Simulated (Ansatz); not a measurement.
## Geometry relaxation, with input and output: MgO

MgO (slab, 4 atoms in the cell), computed with DFT, PBE, all-electron LAPW, scalar-relativistic, no spin polarisation (Ansatz 0.2.0).

It belongs to a series of runs on one base structure; here: atoms relaxed, LAPW. Figures and captions count atoms from 1; the log counts them from 0 in places.

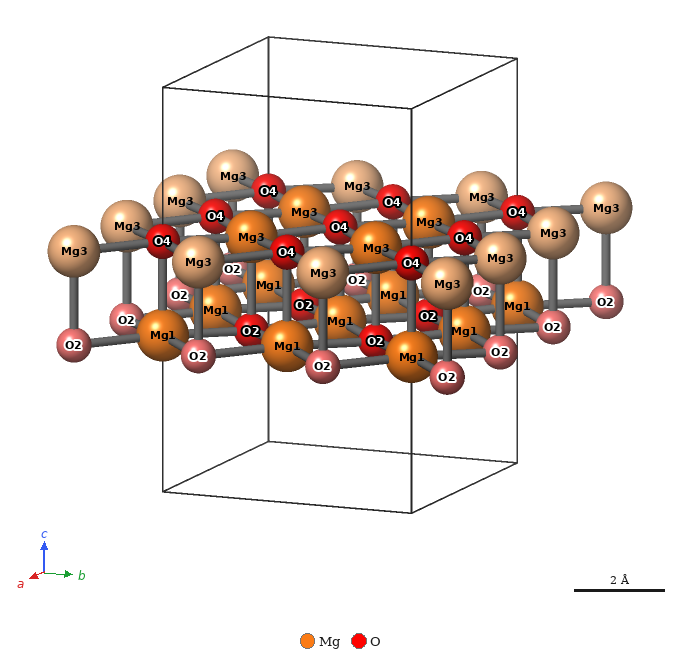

Figure 1. The starting structure (ball-and-stick view of the 2 × 2 repeat of the cell, with the vacuum cut short, seen slightly off an axis; neighbours outside the cell are drawn fainter; atoms are numbered from 1 in the order of the input). Near neighbours in the crystal (not all of them lie inside the picture): Mg has 5 O at 2.13 Å; O has 5 Mg at 2.13 Å.

Input file:
```yaml
crystal:
  lattice:
    - [3.0079491106, 0.0, 0.0]
    - [0.0, 3.0079491106, 0.0]
    - [0.0, 0.0, 18.1269]
  atoms:
    - { symbol: Mg, position: [0.0, 0.0, 0.442961649] }
    - { symbol: O, position: [0.5, 0.5, 0.4396605882] }
    - { symbol: Mg, position: [0.5, 0.5, 0.5570383404] }
    - { symbol: O, position: [0.0, 0.0, 0.5603394224] }
kpoints:
  mp_grid: { grid: [10, 10, 1] }
scf:
  occupations: { method: fermi_dirac, width: 0.02 }
hamiltonian:
  xc: pbe
  pseudopotentials: { kind: all_electron, lapw: { basis_error: 0.001 } }
output:
  forces: true
  stress: true
  eigenvalues: true
relax:
  f_tol: 0.01
  max_steps: 12
efield:
  axis: 3
  amplitude: 0
  dipole_correction: true
```

Run on 1 thread of Intel Xeon @ 2.50GHz (Skylake/Cascade Lake), 32 GiB of memory available, shared host.

Launch command:
```bash
ansatz run input.yaml --threads 1 --pin off --max-ram 3584MiB --backend cpu --events-out ev --progress --plain --runs-dir out
```

The program's output:
```
The last accepted step is kept in [file] (removed where the run ends without a failure and the disk answers)
LAPW: plane waves up to 9.278 Å⁻¹, error target 1.0e-3 eV per atom; small_component_spin mean_spin; O in spheres of 1.012 Å, 8 of its electrons in bands, Dirac shells []; Mg in spheres of 1.052 Å, 10 of its electrons in bands, Dirac shells [] (how accurate: hamiltonian.pseudopotentials.lapw.basis_error, Limitations)
Engine: ansatz 0.2.0, x86_64-unknown-linux-gnu
Pseudopotentials: kind: all_electron
Pseudopotential: Mg, LAPW, valence charge 10, lapw/all_electron/scalar/gaussian/Mg, Koelling and Harmon's equation, gaussian nucleus
Pseudopotential: O, LAPW, valence charge 8, lapw/all_electron/scalar/gaussian/O, Koelling and Harmon's equation, gaussian nucleus
Functional definition: PBE
  parameter kappa = 0.804
  parameter beta = 0.06672455060314922
  exchange = pbe_x(kappa = kappa, mu = beta*pi^2/3)
  correlation = pbe_c(beta = beta)
Crystal: 4 atoms, lattice volume = 164.008 Å³
Basis set: ecut = 327.9540632289162 eV, 2201 PW (Γ), exchange–correlation at level 2
Bands: 22, of which v1, the nominal top of the filled ones, is band 18 counted from 1 (17 counted from 0)
Symmetry: 8 space group operations
k-points: 21 of 100
Non-local potential: Mg, projectors of the file, none
Non-local potential: O, projectors of the file, none
Initial density: superposition of atomic densities (neutral atoms: chi_scale 0, normalization atom)
Initial wavefunctions: plane waves of lowest kinetic energy (no species holds an atomic orbital)
Functional: x = pbe(κ = 0.804, μ = 0.2195149727645171), c = pbe(β = 0.06672455060314922)
iter 1 solved again at ethr=2.23e-2 eV; its pass at ethr=1.00e-1 eV (dr2=8.03e0 eV) is discarded
SCF iter   1: F=—  HF=-15008.851743 eV  |F-HF|=—  |Δ(HF+E_count)|=         —  Δρ=5.68e-2  dr2=8.02e0  ethr=2.23e-2  p=-0.000 e·Å  D=-1.91e-12 V/Å  ΔV_dip=0.00 eV  dr2_dipole=1.35e-11  V_vac-E_F(+/−)=9.03/9.03 eV  ⟨swp⟩=2.3  Hψ=3154  notcnv=0
efield: sawtooth ramp at fractional position 0.9500 (placed from the atoms, in the widest stretch of the axis that holds none; the zero of the levels goes with the place), width 0.1000; the density the first Hamiltonian is built on has a dipole p = -0.000 e·Å; the dipole correction subtracts the counter field D = -3.02e-12 V/Å, which shifts the + side's vacuum level by +0.00 eV against the − side's; the planar-averaged density in the ramp window peaks in size at 1.8e-6 e/Å³
preconditioner: auto → Resta (q_TF=auto, 2.119 Å⁻¹)  ε∞=1.5  [insulator: Δε(μ)=6.721 eV  Ē_g=15.653 eV  σ=0.020 eV  W_gap=1.00  n_scr=24 (ndim 8)  ℏωp=11.6 eV  f_vac=0.654  D(μ)=0.00/eV (n_scr^D=0)  ε∞_Penn≈1.5  vacuum switching on, ρ_ref=1.8e-2 e/Å³]
iter 2 solved again at ethr=4.95e-4 eV; its pass at ethr=2.23e-2 eV (dr2=1.78e-1 eV) is discarded
SCF iter   2: F=—  HF=-15005.083799 eV  |F-HF|=—  |Δ(HF+E_count)|=    3.77e0  Δρ=1.40e-2  dr2=1.78e-1  ethr=4.95e-4  p=-0.000 e·Å  D=-1.91e-6 V/Å  ΔV_dip=0.00 eV  dr2_dipole=2.75e-11  V_vac-E_F(+/−)=4.12/4.12 eV  ⟨swp⟩=3.2  Hψ=2644  notcnv=0  defer=2
SCF iter   3: F=—  HF=-15004.382861 eV  |F-HF|=—  |Δ(HF+E_count)|=   7.01e-1  Δρ=1.10e-2  dr2=3.76e-1  ethr=4.95e-4  p=-0.000 e·Å  D=-2.07e-7 V/Å  ΔV_dip=0.00 eV  dr2_dipole=2.83e-12  V_vac-E_F(+/−)=4.84/4.84 eV  ⟨swp⟩=3.5  Hψ=1652  notcnv=0
SCF iter   4: F=—  HF=-15004.342061 eV  |F-HF|=—  |Δ(HF+E_count)|=         —  Δρ=2.53e-3  dr2=2.17e-2  ethr=4.95e-4  p=0.000 e·Å  D=2.37e-6 V/Å  ΔV_dip=-0.00 eV  dr2_dipole=4.48e-12  V_vac-E_F(+/−)=3.33/3.33 eV  ⟨swp⟩=3.9  Hψ=1661  notcnv=0  defer=3
the basis was enlarged: its passes take 828.3 KiB over the memory plan, 1 of 1 planned eigensolver slots
SCF iter   5: F=—  HF=-15004.332299 eV  |F-HF|=—  |Δ(HF+E_count)|=   9.76e-3  Δρ=4.32e-4  dr2=1.51e-3  ethr=6.03e-5  p=-0.000 e·Å  D=-8.19e-8 V/Å  ΔV_dip=0.00 eV  dr2_dipole=5.26e-12  V_vac-E_F(+/−)=3.68/3.68 eV  ⟨swp⟩=4.0  Hψ=1646  notcnv=0  defer=1
SCF iter   6: F=—  HF=-15004.331774 eV  |F-HF|=—  |Δ(HF+E_count)|=   5.25e-4  Δρ=1.42e-4  dr2=3.36e-5  ethr=4.20e-6  p=-0.000 e·Å  D=-1.13e-6 V/Å  ΔV_dip=0.00 eV  dr2_dipole=2.13e-11  V_vac-E_F(+/−)=3.61/3.61 eV  ⟨swp⟩=3.0  Hψ=1545  notcnv=0
SCF iter   7: F=—  HF=-15004.331755 eV  |F-HF|=—  |Δ(HF+E_count)|=   1.93e-5  Δρ=4.01e-5  dr2=1.19e-5  ethr=9.32e-8  p=0.000 e·Å  D=3.12e-6 V/Å  ΔV_dip=-0.00 eV  dr2_dipole=1.82e-10  V_vac-E_F(+/−)=3.61/3.61 eV  ⟨swp⟩=3.0  Hψ=1450  notcnv=0
iter 8 did not close the SCF: its close was put off until two iterations running show no level that it waits for move by more than its bar (scf_convergence_deferred on its scf_iter line)
SCF iter   8: F=-15004.331751 eV  HF=-15004.331752 eV  |F-HF|=3.01e-7  |Δ(HF+E_count)|=   2.97e-6  Δρ=7.82e-6  dr2=3.17e-7  ethr=3.29e-8  p=-0.000 e·Å  D=-6.04e-6 V/Å  ΔV_dip=0.00 eV  dr2_dipole=5.17e-10  V_vac-E_F(+/−)=3.61/3.61 eV  ⟨swp⟩=3.0  Hψ=1454  notcnv=0
SCF iter   9: F=-15004.331752 eV  HF=-15004.331752 eV  |F-HF|=5.14e-8  |Δ(HF+E_count)|=   7.80e-8  Δρ=3.08e-6  dr2=2.72e-8  ethr=8.80e-10  p=0.000 e·Å  D=4.41e-6 V/Å  ΔV_dip=-0.00 eV  dr2_dipole=3.15e-10  V_vac-E_F(+/−)=3.60/3.60 eV  ⟨swp⟩=3.0  Hψ=1450  notcnv=0
SCF 1 converged in 9 iterations: F = -15004.331752 eV  dr2 = 2.72e-8
relax step   1: F+E_penalty+E_count = -15004.33175165 eV  Δ(F+E_penalty+E_count) = +0.000e0 eV  max|allowed force component| = 5.537e-3 eV/Å  Δτ_max = 0.0000 Å  (9 SCF iters, dr2 threshold 2.50e-6 eV, accepted)
Initial density: handed on by an earlier stage of this run
Initial wavefunctions: those handed on with the density
iter 1 solved again at ethr=7.73e-11 eV; its pass at ethr=1.00e-1 eV (dr2=2.78e-8 eV) is discarded
SCF iter   1: F=—  HF=-15004.331754 eV  |F-HF|=—  |Δ(HF+E_count)|=         —  Δρ=3.09e-6  dr2=2.78e-8  ethr=7.73e-11  p=0.000 e·Å  D=4.41e-6 V/Å  ΔV_dip=-0.00 eV  dr2_dipole=3.11e-10  V_vac-E_F(+/−)=3.60/3.60 eV  ⟨swp⟩=3.0  Hψ=2003  notcnv=0
efield: sawtooth ramp at fractional position 0.9500 (handed on by an earlier solve), width 0.1000; the density the first Hamiltonian is built on has a dipole p = 0.000 e·Å; the dipole correction subtracts the counter field D = 4.41e-6 V/Å, which shifts the + side's vacuum level by -0.00 eV against the − side's; the planar-averaged density in the ramp window peaks in size at 5.9e-8 e/Å³
preconditioner: auto → Resta (q_TF=auto, 2.119 Å⁻¹)  ε∞=1.9  [insulator: Δε(μ)=3.299 eV  Ē_g=12.053 eV  σ=0.020 eV  W_gap=1.00  n_scr=24 (ndim 8)  ℏωp=11.6 eV  f_vac=0.699  D(μ)=0.00/eV (n_scr^D=0)  ε∞_Penn≈1.9  vacuum switching on, ρ_ref=1.1e-2 e/Å³]
SCF iter   2: F=-15004.331752 eV  HF=-15004.331752 eV  |F-HF|=2.20e-8  |Δ(HF+E_count)|=   2.06e-6  Δρ=1.97e-6  dr2=8.34e-9  ethr=7.73e-11  p=-0.000 e·Å  D=-1.85e-6 V/Å  ΔV_dip=0.00 eV  dr2_dipole=6.39e-11  V_vac-E_F(+/−)=3.60/3.60 eV  ⟨swp⟩=3.0  Hψ=1488  notcnv=0
SCF 2 converged in 2 iterations: F = -15004.331752 eV  dr2 = 8.34e-9
relax step   2: F+E_penalty+E_count = -15004.33175167 eV  Δ(F+E_penalty+E_count) = -2.559e-8 eV  max|allowed force component| = 5.469e-3 eV/Å  Δτ_max = 0.0000 Å  (2 SCF iters, accepted)
```

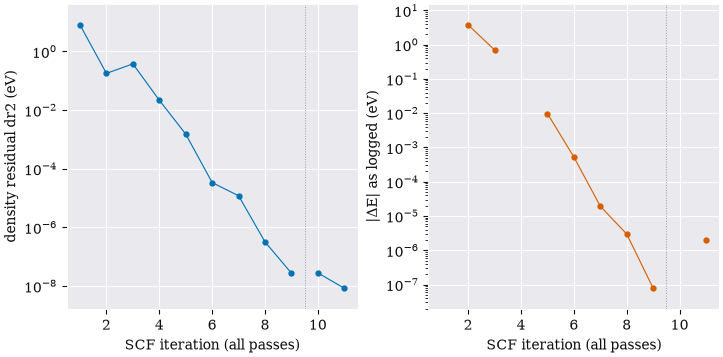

Figure 2. Convergence of the self-consistent field: density residual dr2 and size of the energy change against the SCF iteration. The dotted lines part the SCF passes of the relaxation: geometry steps, rejected trials and re-solves on a re-selected basis. The passes take 9 and 2 iterations.

```
SCF converged after 2 iterations
Free energy (F): -15004.331752 eV
Harris-Foulkes:  -15004.331752 eV  (|F-HF|=2.20e-8)
Internal energy: -15004.331752 eV  (E = F + TS)
E sigma→0 (E₀):  -15004.331752 eV
Fermi energy:    -0.606153 eV
Dipole field:    D = -0.000002 V/Å  (p = -0.000002 e·Å, saw-weighted, corrected)
Work function:   Φ+ = 3.6047 eV   Φ− = 3.6047 eV
Levels:          The Fermi level and band energies are counted from a zero that moves with the ramp; work functions are not
--- Per-component energies (eV) ---
  E_band       = -2938.008985
  E_kinetic    = 15004.758991
  E_xc         = -1364.482436
  E_efield     = 0.000000  (sawtooth field / dipole correction)
  E_electrostatic = -28644.608306  (all electrons and nuclei)
  E_smearing   = -0.000000  (= −TS)
  E_closure    = 0.000000  (closes the sum)
  E_atoms      = -14981.585866  (free atoms, spherical and without spin; not in F)
  Σ components = -15004.331752   (vs F -15004.331752, Δ=0.00e0)
  Basis errors (estimates in eV, not in F): energy 4.6e-4 per atom: plane waves 4.2e-4 (2.5e-4 summed), levels above the bands 1.7e-107, relativity 3.6e-8, radial functions 4.1e-5, core shells 4.8e-11; eigenvalues (radial functions only) 1.2e-5; not estimated: angular momenta, meshes, grids; target (lapw.basis_error) 1.0e-3; muffin-tin radii O 1.012 Å, Mg 1.052 Å
--- Forces (eV/Å), atoms counted from 1 ---
  atom   1  Mg     0.00000000     0.00000000     0.00450688
  atom   2  O      0.00000000     0.00000000     0.00545294
  atom   3  Mg    -0.00000000     0.00000000    -0.00445104
  atom   4  O     -0.00000000    -0.00000000    -0.00545556
  max |Σ_I F_I| component: 5.32e-5 eV/Å
--- Stress (GPa, compression-positive) ---
       -3.572725       0.000000      -0.000000
        0.000000      -3.572725       0.000000
       -0.000000       0.000000      -0.019602
  P = ⅓ Tr σ = -2.3884 GPa (-23.884 kbar)
--- Band table (eV; the first three rows and the last of 21) ---
  k-point 0: bands = ["-505.3667", "-505.3660", "-75.0027", "-74.9969", "-41.8394", "-41.8045", "-41.7193", "-41.7193", "-41.7045", "-41.7045", "-18.5490", "-17.8133", "-4.8376", "-3.1587", "-2.8966", "-2.8966", "-2.2726", "-2.2726", "1.0258", "2.0581", "3.0198", "3.9477"]
  k-point 1: bands = ["-505.3667", "-505.3660", "-75.0023", "-74.9968", "-41.8384", "-41.8054", "-41.7223", "-41.7185", "-41.7084", "-41.7044", "-18.4904", "-17.7840", "-4.7859", "-3.5687", "-2.8753", "-2.7531", "-2.6570", "-2.2803", "1.3459", "2.1757", "3.2081", "4.1018"]
  k-point 2: bands = ["-505.3667", "-505.3660", "-75.0013", "-74.9966", "-41.8358", "-41.8081", "-41.7300", "-41.7185", "-41.7163", "-41.7043", "-18.3276", "-17.7110", "-4.7154", "-4.3204", "-3.3673", "-2.8146", "-2.6351", "-2.3051", "2.0567", "2.5149", "3.7502", "4.5410"]
  k-point 20: bands = ["-505.3667", "-505.3660", "-74.9950", "-74.9949", "-41.8155", "-41.8155", "-41.7544", "-41.7544", "-41.7320", "-41.7320", "-17.4079", "-17.4077", "-5.3081", "-5.3081", "-4.0152", "-4.0152", "-2.8340", "-2.8338", "6.1637", "6.1637", "7.6569", "7.6569"]
--- Relaxed structure (2 steps of the walk, 2 accepted, 0 SCFs on fresh bases) ---
  F+E_penalty+E_count = -15004.33175167 eV   max|allowed force component| = 5.469e-3 eV/Å
  atoms:
    - { symbol: Mg, position: [0.0, 0.0, 0.4429616490000001] }
    - { symbol: O, position: [0.5, 0.5, 0.43966058820000004] }
    - { symbol: Mg, position: [0.5, 0.5, 0.5570383404000001] }
    - { symbol: O, position: [0.0, 0.0, 0.5603394224] }
```

Trajectory as extended XYZ (Å, eV, eV/Å), 2 frames, from step=1 to step=2:
```
4
Lattice="3.0079 0.0000 0.0000 0.0000 3.0079 0.0000 0.0000 0.0000 18.1269" Properties=species:S:1:pos:R:3:forces:R:3 step=1 energy=-15004.33175
Mg    0.0000    0.0000    8.0295    0.0000   0.0000   0.0044
O     1.5040    1.5040    7.9697    0.0000   0.0000   0.0055
Mg    1.5040    1.5040   10.0974    0.0000   0.0000  -0.0045
O     0.0000    0.0000   10.1572    0.0000   0.0000  -0.0055
4
Lattice="3.0079 0.0000 0.0000 0.0000 3.0079 0.0000 0.0000 0.0000 18.1269" Properties=species:S:1:pos:R:3:forces:R:3 step=2 energy=-15004.33175
Mg    0.0000    0.0000    8.0295    0.0000   0.0000   0.0045
O     1.5040    1.5040    7.9697    0.0000   0.0000   0.0055
Mg    1.5040    1.5040   10.0974    0.0000   0.0000  -0.0045
O     0.0000    0.0000   10.1572    0.0000   0.0000  -0.0055
```

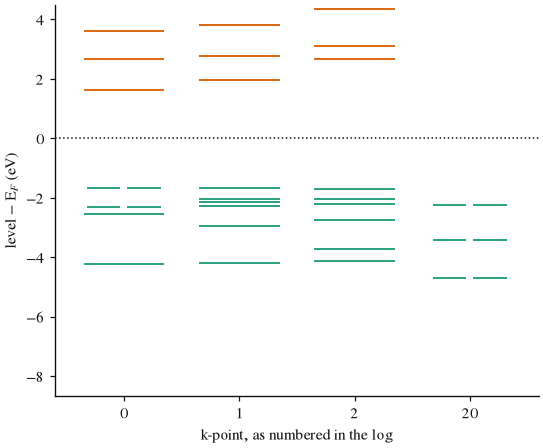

Figure 3. Kohn–Sham levels near the Fermi level (dotted) at the few k-points that the log prints; levels within 0.02 eV of each other stand side by side. Among these points the highest filled and lowest empty levels are 3.30 eV apart, which is the gap on the mesh.

Key numbers:

| quantity | value |
| --- | --- |
| outcome | converged |
| electrons in bands (core shells apart) | 36 |
| free energy | −15004.3318 eV |
| Fermi energy | −0.606 eV |
| gap on the k-point mesh | 3.30 eV |
| final volume | 164.01 Å³ |
| largest force (length of the vector) at the end | 0.005 eV/Å |
| wall time | 69 s |
| peak memory | 0.96 GiB |
